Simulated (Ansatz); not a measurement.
# BN: optical spectrum from first principles

What colour and refractive index does BN have at this level of theory? The cell comes from an older database entry, whose edges can differ from later determinations, mostly by under a per cent.

Calculated with Ansatz 0.2.0; DFT, PBE, plane-wave PAW, default files, scalar-relativistic, independent-particle optical response without local fields.

The database entry behind the starting cell differs from later determinations by our own check (about 0.3 % short, minor phase), so it need not match the best structure at ambient conditions.

**1. The starting structure**

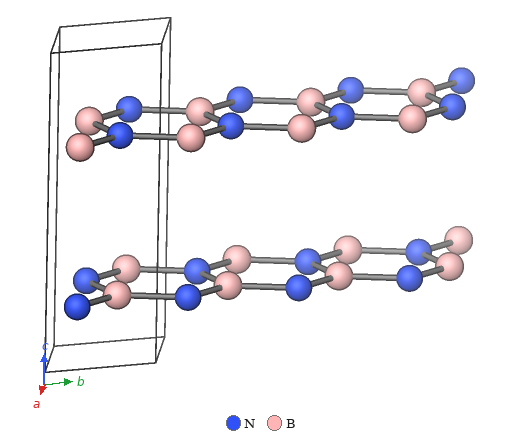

Start, viewed slightly off an axis; nitrogen blue, boron pink. 2×4×1 cells are drawn.

Coordinates:

```cif
data_structure
_symmetry_space_group_name_H-M 'P6_3/mmc'
_symmetry_Int_Tables_number 194
_cell_length_a 2.4982
_cell_length_b 2.4982
_cell_length_c 6.6357
_cell_angle_alpha 90.000
_cell_angle_beta 90.000
_cell_angle_gamma 120.000
_cell_volume 35.87
loop_
_atom_site_label
_atom_site_type_symbol
_atom_site_symmetry_multiplicity
_atom_site_Wyckoff_symbol
_atom_site_fract_x
_atom_site_fract_y
_atom_site_fract_z
_atom_site_occupancy
N1 N 2 d 0.66667 0.33333 0.25000 1
B1 B 2 c 0.66667 0.33333 0.75000 1
```

**2. Ground state and bands**

First the ground state: is it a metal or has it a gap?

This step: DFT, PBE, plane-wave PAW, default files, scalar-relativistic, ground state (Ansatz 0.2.0).

input.yaml reads:

```yaml
crystal:
  lattice:
    - [2.49824, 0.0, 0.0]
    - [-1.24912, 2.1635393048, 0.0]
    - [0.0, 0.0, 6.6357]
  atoms:
    - { symbol: "N", position: [0.6666666667, 0.3333333333, 0.25] }
    - { symbol: "N", position: [0.3333333333, 0.6666666667, 0.75] }
    - { symbol: B, position: [0.6666666667, 0.3333333333, 0.75] }
    - { symbol: B, position: [0.3333333333, 0.6666666667, 0.25] }
kpoints:
  mp_grid: { grid: [11, 11, 4] }
  band_path:
    path:
      - [[0.0, 0.0, 0.0], [0.5, 0.0, 0.0], [0.33333333, 0.33333333, 0.0], [0.0, 0.0, 0.0], [0.0, 0.0, 0.5], [0.5, 0.0, 0.5], [0.33333333, 0.33333333, 0.5], [0.0, 0.0, 0.5]]
      - [[0.5, 0.0, 0.5], [0.5, 0.0, 0.0]]
      - [[0.33333333, 0.33333333, 0.0], [0.33333333, 0.33333333, 0.5]]
    npoints: 5
scf:
  occupations: { method: fermi_dirac, width: 0.05 }
  n_extra_bands: 8
hamiltonian:
  xc: pbe
  pseudopotentials: { kind: paw }
output:
  forces: true
  stress: true
  populations: true
  write_bands: true
```

Launch:

```
$ ansatz run input.yaml --threads 4 --pin off --max-ram 8192MiB --backend cpu --events-out ev --progress --plain --runs-dir out
```

Numbers of over 12 decimals in the logs are rounded to 6 here.

The log of the run:

```text
scf.n_extra_bands = 8 over 8 filled bands (N_el = 16.0): the run solves 16 bands
Engine: ansatz 0.2.0, x86_64-unknown-linux-gnu
Pseudopotentials: kind: paw
Pseudopotential: N, paw, valence charge 5, recommended cutoff 420 eV (normal), N.paw.azcp
Pseudopotential: B, paw, valence charge 3, recommended cutoff 420 eV (normal), B.paw.azcp
Functional definition: PBE
  parameter kappa = 0.804
  parameter beta = 0.066725
  exchange = pbe_x(kappa = kappa, mu = beta*pi^2/3)
  correlation = pbe_c(beta = beta)
Crystal: 4 atoms, lattice volume = 35.866 Å³
Basis set: ecut = 420 eV, 689 PW (Γ), exchange–correlation on 36×36×90 points (8 copies of the dense FFT grid, shifted against one another)
Bands: 16, of which v1, the nominal top of the filled ones, is band 8 counted from 1 (7 counted from 0)
Symmetry: 24 space group operations
Space group: P63/mmc (ITA 194), of the structure as read, at distance tolerance 3.3e-5 Å
k-points: 48 of 484
Non-local potential: N, projectors of the file, l = 0: 2, l = 1: 2, l = 2: 1
Non-local potential: B, projectors of the file, l = 0: 2, l = 1: 2, l = 2: 1
PAW form: soft (Blöchl's): semilocal exchange-correlation on the pseudo side does not see the compensation charge
PAW one-centre angular grid: N, 110 points (default); XC on 64 Gauss nodes
PAW one-centre angular grid: B, 110 points (default); XC on 64 Gauss nodes
Initial density: superposition of atomic densities (neutral atoms: chi_scale 0, normalization atom), corrected by the library's trained network
Initial wavefunctions: pseudopotential atomic-orbital guess
Functional: x = pbe(κ = 0.804, μ = 0.219515), c = pbe(β = 0.066725)
SCF iter   1: F=—  HF=-1084.800059 eV  |F-HF|=—  |Δ(HF+E_count)|=         —  Δρ=1.44e-3  dr2=2.05e-4  ethr=1.77e-3  ⟨swp⟩=6.1  Hψ=3913  notcnv=0  defer=53
preconditioner: auto → none  [insulator: Δε(μ)=4.340 eV  Ē_g=18.722 eV  σ=0.050 eV  W_gap=1.00  n_scr=4 (ndim 8)  ℏωp=24.8 eV  f_vac=0.022  D(μ)=0.00/eV (n_scr^D=0)  ε∞_Penn≈2.8]
SCF iter   2: F=—  HF=-1084.801492 eV  |F-HF|=—  |Δ(HF+E_count)|=   1.43e-3  Δρ=7.46e-4  dr2=3.66e-5  ethr=1.28e-6  ⟨swp⟩=2.2  Hψ=1544  notcnv=0  defer=69
SCF iter   3: F=—  HF=-1084.801818 eV  |F-HF|=—  |Δ(HF+E_count)|=   3.27e-4  Δρ=2.98e-4  dr2=8.76e-6  ethr=2.29e-7  ⟨swp⟩=2.0  Hψ=1038  notcnv=0  defer=69
SCF iter   4: F=—  HF=-1084.801868 eV  |F-HF|=—  |Δ(HF+E_count)|=   4.95e-5  Δρ=2.88e-5  dr2=1.31e-7  ethr=5.47e-8  ⟨swp⟩=2.1  Hψ=1052  notcnv=0  defer=69
iter 5 did not close the SCF: its close was put off for the readings that it lacked (scf_convergence_deferred on its scf_iter line)
SCF iter   5: F=-1084.801868 eV  HF=-1084.801868 eV  |F-HF|=3.95e-8  |Δ(HF+E_count)|=   3.44e-7  Δρ=8.73e-6  dr2=8.56e-9  ethr=8.21e-10  ⟨swp⟩=2.0  Hψ=1004  notcnv=0  defer=69
SCF iter   6: F=-1084.801868 eV  HF=-1084.801868 eV  |F-HF|=6.09e-11  |Δ(HF+E_count)|=   4.36e-8  Δρ=5.73e-7  dr2=8.02e-11  ethr=5.35e-11  ⟨swp⟩=5.7  Hψ=3060  notcnv=0
SCF 1 converged in 6 iterations: F = -1084.801868 eV  dr2 = 8.02e-11
  greatest PAW one-centre occupation: 0.798 electrons in one spin orbital (limit 2), on the N atom at site 1 (counted from 0), in its partial waves of l = 0
NSCF: frozen V_eff on 48 k-points
SCF converged after 6 iterations
Free energy (F): -1084.801868 eV
Harris-Foulkes:  -1084.801868 eV  (|F-HF|=6.09e-11)
Internal energy: -1084.801868 eV  (E = F + TS)
E sigma→0 (E₀):  -1084.801868 eV
Fermi energy:    7.007386 eV
--- Per-component energies (eV) ---
  E_band       = -37.450052
  E_kinetic    = 367.634069
  E_local      = -693.889766  (includes V_loc(G=0)·N_el)
  E_nonlocal   = 115.817624
  E_hartree    = 223.929326
  E_xc         = -184.631202
  E_vxc        = -229.080161  (∫ρ·V_xc dr)
  E_paw        = -413.730908  (= ΣΔE_a)
  E_vpaw       = -45.790817  (= ΣTr[D̂ρ^β])
  E_aug_tail   = 0.000198  (compensation charges beyond the density's cutoff)
  E_ewald      = -499.931209
  E_smearing   = -0.000000  (= −TS)
  E_closure    = 0.000000  (closes the sum)
  Σ components = -1084.801868   (vs F -1084.801868, Δ=0.00e0)
--- Forces (eV/Å), atoms counted from 1 ---
  atom   1  N     -0.00000000     0.00000000     0.00000000
  atom   2  N     -0.00000000    -0.00000000    -0.00000000
  atom   3  B      0.00000000     0.00000000     0.00000000
  atom   4  B      0.00000000    -0.00000000    -0.00000000
  max |Σ_I F_I| component: 1.85e-17 eV/Å
--- Stress (GPa, compression-positive) ---
        6.122165      -0.000000       0.000000
        0.000000       6.122165       0.000000
        0.000000       0.000000       2.985128
  P = ⅓ Tr σ = 5.0765 GPa (50.765 kbar)
--- Band table (eV; the first three rows and the last of 48) ---
  k-point 0: bands = [... 4 lower, 3.4722, 3.4722, 3.5094, 3.5094, 10.0608, 15.1420, 16.4271, 16.4271, ... 4 higher]
  k-point 1: bands = [... 4 lower, 3.4778, 3.4778, 3.5035, 3.5035, 10.7627, 14.2440, 16.4450, 16.4450, ... 4 higher]
  k-point 2: bands = [... 4 lower, 3.4903, 3.4903, 3.4903, 3.4903, 12.4359, 12.4359, 16.4878, 16.4878, ... 4 higher]
  k-point 47: bands = [... 4 lower, -2.0146, -2.0146, 4.6782, 4.6782, 9.5174, 9.5174, 16.9899, 16.9899, ... 4 higher]
--- Löwdin populations: 4 sites ---
  site symbol       q [e]
     0      N      5.3379
     1      N      5.3379
     2      B      2.6043
     3      B      2.6043
  spilling = 0.007228 (of n_electrons = 16.000000)
```

It took 1.8 s on 4 threads of Intel Xeon at 2.50GHz (Skylake/Cascade Lake), shared host; peak memory 0.34 GiB; 5 s of CPU time.

Reading the cycles: dr2 is the Hartree energy of the density residual (eV), the measure of convergence; HF is the Harris–Foulkes estimate of the energy, which meets the free energy F at convergence.

This step gave:

* free energy: -1084.8019 eV
* Fermi energy: 7.007 eV
* gap by band count: 4.345 eV
* electrons: 16
* symmetry operations: 24
* pressure: 5.076 GPa
* gap on the k-mesh: 4.345 eV
* volume: 35.87 Å³
* gap on the path: 4.266 eV
* least direct gap on the path: 4.664 eV

There is a gap, 4.27 eV on the path, so no carriers' term is needed. The cell is left with a pressure of 5.1 GPa, as it stands unrelaxed at this level.

The electronic bands at the labelled points (eV, zero at the Fermi level; v1 is the highest filled band, c1 the lowest empty one):

```
    point     v4     v3     v2     v1    c1    c2    c3     c4
        Γ  -3.54  -3.54  -3.50  -3.50  3.05  8.13  9.42   9.42
        M  -6.37  -6.31  -3.66  -2.65  2.08  3.45  7.39   7.83
        K  -9.36  -9.36  -2.29  -2.29  2.67  2.67  8.60  11.07
        Γ  -3.54  -3.54  -3.50  -3.50  3.05  8.13  9.42   9.42
        A  -3.52  -3.52  -3.52  -3.52  5.43  5.43  9.48   9.48
        L  -6.34  -6.34  -3.14  -3.14  2.54  2.54  7.79   7.79
        H  -9.37  -9.37  -2.21  -2.21  2.45  2.45  9.83   9.83
        A  -3.52  -3.52  -3.52  -3.52  5.43  5.43  9.48   9.48
jump to L  -6.34  -6.34  -3.14  -3.14  2.54  2.54  7.79   7.79
        M  -6.37  -6.31  -3.66  -2.65  2.08  3.45  7.39   7.83
jump to K  -9.36  -9.36  -2.29  -2.29  2.67  2.67  8.60  11.07
        H  -9.37  -9.37  -2.21  -2.21  2.45  2.45  9.83   9.83
```

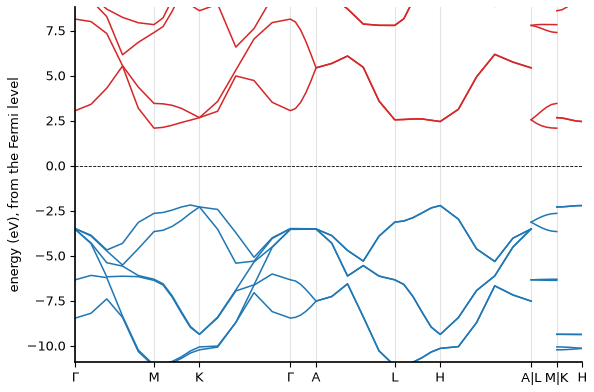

Electronic bands along the path; lines of filled and empty bands in two colours.

**3. Spectrum**

The spectrum is a sum over vertical transitions between filled and empty bands at the fixed density, so many empty bands are needed.

This step: DFT, PBE, plane-wave PAW, default files, scalar-relativistic, independent-particle optical response without local fields (Ansatz 0.2.0).

input.yaml, the sections that differ from step 2:

```yaml
kpoints:
  mp_grid: { grid: [11, 11, 4] }
scf:
  occupations: { method: fixed }
output:
  optics:
    e_range: [0, 14]
    de: 0.05
    sigma: 0.1
    nscf_kmesh: { grid: [12, 12, 4] }
    bands: { spectra_wanted_up_to: 14 }
# crystal, hamiltonian: as in step 2
```

The log of the run:

```text
[...]
Crystal: 4 atoms, lattice volume = 35.866 Å³
Basis set: ecut = 420 eV, 689 PW (Γ)
Bands: 12, of which v1, the nominal top of the filled ones, is band 8 counted from 1 (7 counted from 0)
[... 1 set-up line as in the run before ...]
[...]
k-points: 48 of 484
[...]
SCF iter   1: F=—  HF=-1084.800447 eV  |F-HF|=—  |Δ(HF+E_count)|=         —  Δρ=1.47e-3  dr2=2.08e-4  ethr=1.77e-3  ⟨swp⟩=5.1  Hψ=3012  notcnv=0  defer=85
[...]
SCF iter   7: F=-1084.801884 eV  HF=-1084.801884 eV  |F-HF|=1.14e-12  |Δ(HF+E_count)|=  2.15e-10  Δρ=1.29e-7  dr2=4.92e-12  ethr=1.00e-12  ⟨swp⟩=4.7  Hψ=2261  notcnv=0
SCF 1 converged in 7 iterations: F = -1084.801884 eV  dr2 = 4.92e-12
[...]
NSCF: frozen V_eff on 57 k-points
output.optics: what the bands over the 21 summed would add to eps1, eps2 and the energy-loss function is held between a lower and an upper bound (7 Lanczos steps). eps1, eps2 and their loss function (loss_summed_bands) are given on every row as the summed bands alone make them. Along an axis, on a row where the two bounds hold the loss function to about 1 % of the greater of itself and 0.5 % of |1/eps|, its cell (loss_completed) is given, with the completed eps1 and eps2 that it is formed of (a cell that is left empty reads nan in the table and null in the record). The two bounds hold it so along every axis on all 281 rows up to 14.000 eV. [rest of the remark cut]
SCF converged after 7 iterations
Free energy (F): -1084.801884 eV
[...]
Internal energy: -1084.801884 eV  (E = F + TS)
E sigma→0 (E₀):  -1084.801884 eV
Fermi energy:    4.823592 eV
[...]
--- Band table (eV; the first three rows and the last of 48) ---
  k-point 0: bands = [... 4 lower, 3.4723, 3.4723, 3.5094, 3.5094, 10.0609, 15.1421, 16.4271, 16.4271]
  k-point 1: bands = [... 4 lower, 3.4778, 3.4778, 3.5036, 3.5036, 10.7628, 14.2440, 16.4450, 16.4450]
  k-point 2: bands = [... 4 lower, 3.4903, 3.4903, 3.4903, 3.4903, 12.4360, 12.4360, 16.4878, 16.4878]
  k-point 47: bands = [... 4 lower, -2.0146, -2.0146, 4.6782, 4.6782, 9.5174, 9.5174, 16.9899, 16.9899]
```

The job ended after 24 s (4 threads; peak memory 0.58 GiB).

This step gave:

- electronic dielectric constant ε∞, mean over x, y and z (by symmetry where fewer were run): 4.231
- absorption onset, first axis (α over 10⁴ cm⁻¹, or the direct gap if that lies higher): 4.664 eV
- main peak of Im epsilon, first axis: 5.706 eV
- centre of weight of the strongest loss peak in the window: 8.004 eV
- least direct gap on the mesh: 4.664 eV
- bands summed: 21
- spectra valid up to: 20.31 eV
- program's estimate of the k-sum error in Im epsilon: 0.09 %
- electrons in the f-sum: 12.03

The Im ε has structure finer than the step of the table below, so its rows give means over 1 eV, whole bins alone (the curve runs from 0 to 14 eV). Peaks (eV: height): E ∥ x or y 5.7: 15.4; E ∥ z 4.8: 1.39, 9.9: 8.43, 13.7: 6.33.

Im ε against photon energy; means over each step:

```
photon energy (eV)  E ∥ x or y   E ∥ z
                 4     0.00117  3.6e-4
                 5        6.19    1.08
                 6        10.0   0.827
                 7        3.06   0.465
                 8        1.46   0.332
                 9       0.851   0.552
                10       0.594    6.36
                11       0.665    4.29
                12       0.686    2.49
                13        3.95    3.42
```

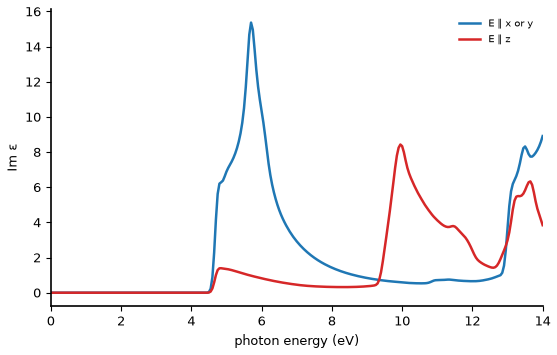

Im ε, plotted against photon energy.

The Re ε by photon energy:

```
photon energy (eV)  E ∥ x or y  E ∥ z
                 0        4.84   3.02
                 1        4.92   3.04
                 2        5.18   3.10
                 3        5.79   3.24
                 4        7.40   3.56
                 5        9.99   3.63
                 6       -1.66   3.02
                 7      -0.837   3.26
                 8       0.477   3.92
                 9        1.41   5.51
                10        2.22   4.20
                11        3.13  0.952
                12        4.20  0.208
                13        9.74   3.83
                14        3.34  -1.67
```

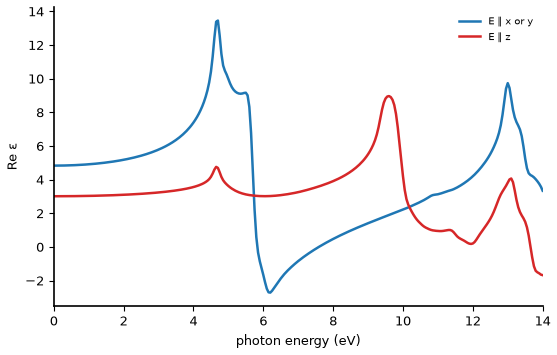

Re ε, plotted against photon energy.

Table of refractive index n and extinction k by photon energy:

```
photon energy (eV)  n, E ∥ x or y  k, E ∥ x or y  n, E ∥ z  k, E ∥ z
                 0           2.20              0      1.74         0
                 1           2.22              0      1.74         0
                 2           2.28              0      1.76         0
                 3           2.41              0      1.80         0
                 4           2.72              0      1.89         0
                 5           3.33           1.04      1.94     0.349
                 6           2.10           2.46      1.75     0.234
                 7           1.05           1.39      1.81     0.125
                 8          0.995          0.716      1.98    0.0825
                 9           1.24          0.339      2.35    0.0778
                10           1.50          0.197      2.60      1.60
                11           1.78          0.202      1.61      1.28
                12           2.06          0.159      1.14      1.05
                13           3.17          0.579      2.08     0.716
                14           2.54           1.76      1.12      1.71
```

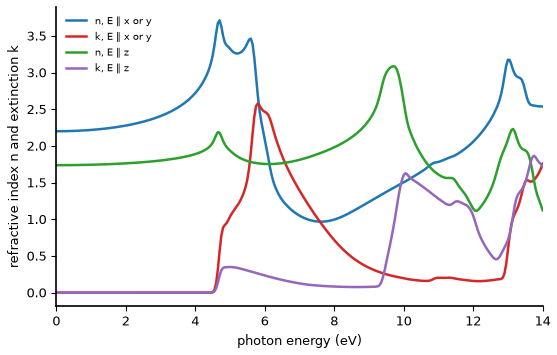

Refractive index n and extinction k against photon energy.

Values under 1 per cm are given as 1. Table of absorption coefficient by photon energy:

```
photon energy (eV)  E ∥ x or y (1/cm)  E ∥ z (1/cm)
                 0                  1             1
                 1                  1             1
                 2                  1             1
                 3                  1             1
                 4                  1             1
                 5              5.2e5         1.8e5
                 6              1.5e6         1.4e5
                 7              9.9e5         89005
                 8              5.8e5         66880
                 9              3.1e5         70995
                10              2.0e5         1.6e6
                11              2.2e5         1.4e6
                12              1.9e5         1.3e6
                13              7.6e5         9.4e5
                14              2.5e6         2.4e6
```

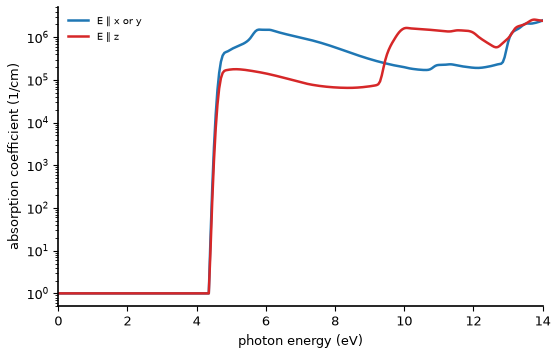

Absorption coefficient against photon energy.

The reflectivity at normal incidence has structure finer than the step of the table below, so its rows give means over 1 eV, whole bins alone (the curve runs from 0 to 14 eV). Peaks (eV: height): E ∥ x or y 6.2: 47.2; E ∥ z 4.7: 14.2, 10.0: 33.0.

Reflectivity at normal incidence against photon energy; means over each step:

```
photon energy (eV)  E ∥ x or y (%)  E ∥ z (%)
                 1            14.3       7.34
                 2            15.2       7.62
                 3            17.1       8.19
                 4            21.9       9.65
                 5            33.2       11.5
                 6            44.8       8.29
                 7            31.5       8.58
                 8            12.1       11.0
                 9            3.69       17.3
                10            4.73       30.1
                11            8.25       24.2
                12            12.5       16.9
                13            25.8       17.6
```

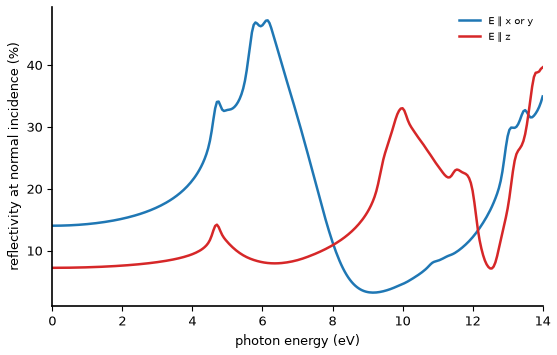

Reflectivity at normal incidence, plotted against photon energy.

From ε follow the optical constants at some laser and lamp lines:

```
wavelength (nm)  n xy   k xy  R (%) xy     1/α xy   n z    k z  R (%) z      1/α z
           1550  2.21  0.000      14.2  over 1 mm  1.74  0.000      7.3  over 1 mm
            800  2.24  0.000      14.7  over 1 mm  1.75  0.000      7.5  over 1 mm
            633  2.27  0.000      15.1  over 1 mm  1.76  0.000      7.6  over 1 mm
            450  2.36  0.000      16.5  over 1 mm  1.79  0.000      8.0  over 1 mm
            308  2.73  0.000      21.6  over 1 mm  1.89  0.000      9.5  over 1 mm
            248  3.33  1.035      32.8      19 nm  1.94  0.349     11.4      57 nm
            193  1.32  1.958      42.7     7.8 nm  1.76  0.181      8.0      85 nm
```

Rows near the edge hang on the gap, which this functional as a rule makes too small, and phonon-assisted absorption is left out.

A film 1 µm thick would pass 77 % of daylight and look colourless in transmission (x = 0.314, y = 0.331).

At 1064 nm the birefringence n(z) − n(x) is -0.479: the crystal is uniaxial negative at this level.

The f-sum over the summed bands holds 12.0 of the cell's 16 electrons outside the frozen cores, 4 of which lie in bands more than 12 eV below the Fermi level, whose transitions come at higher energies. Up to 14 eV the strength has a mean oscillator energy of 7.7 eV, and these transitions give 73 % of ε∞ − 1 along x; the rest comes from higher ones.

**4. Results**

```json
{"gap on the path": "4.27 eV", "least direct gap on the path": "4.66 eV", "electronic dielectric constant ε∞, mean over x, y and z (by symmetry where fewer were run) (independent particles)": "4.23", "absorption onset, first axis (α over 10⁴ cm⁻¹, or the direct gap if that lies higher)": "4.66 eV", "main peak of Im epsilon, first axis": "5.71 eV", "centre of weight of the strongest loss peak in the window, first axis": "8.00 eV"}
```

At this level (PBE, independent particles) BN has a mean ε∞ = 4.23 and n = 2.21 at 1550 nm (E ∥ x); absorption sets in near 4.7 eV, and Im ε peaks at 5.7 eV (E ∥ x). The gap is indirect (4.27 eV), so absorption without phonons can begin only at the direct gap of 4.66 eV. Lines 0.1 eV wide carry a tail of absorption under the direct gap, past the threshold already at 4.53 eV. Absorption passes 10⁴ cm⁻¹ from the direct gap on, 4.66 eV, in the ultraviolet, so the visible is passed. The strongest loss structure up to 14 eV has its centre of weight at 8.0 eV; a free-electron gas of the 12.0 electrons in the f-sum would put its plasmon at 21.5 eV. The f-sum over the summed bands holds 12.0 of the cell's 16 electrons outside the frozen cores, 4 of which lie in bands more than 12 eV below the Fermi level, whose transitions come at higher energies. Up to 14 eV the strength has a mean oscillator energy of 7.7 eV, and these transitions give 73 % of ε∞ − 1 along x; the rest comes from higher ones. A film 1 µm thick would pass 77 % of daylight and look colourless in transmission (x = 0.314, y = 0.331). At 1064 nm the birefringence n(z) − n(x) is -0.479: the crystal is uniaxial negative at this level. Excitons and phonon-assisted transitions are missing, and so are local fields; PBE gaps are as a rule too small, which pulls the onset down and ε∞ up. In the base run ε includes the program's bounded estimate of what the bands above those summed add.

[Logs are printed without paths, hosts, clocks, repeated set-up lines and the standing remarks that a program may print on its own settings, such as how far it seeks lower states.]

[Hosts, paths, dates, database ids (printed as entryN), source tags and the programs' standing remarks are cut or masked in the printed files.]
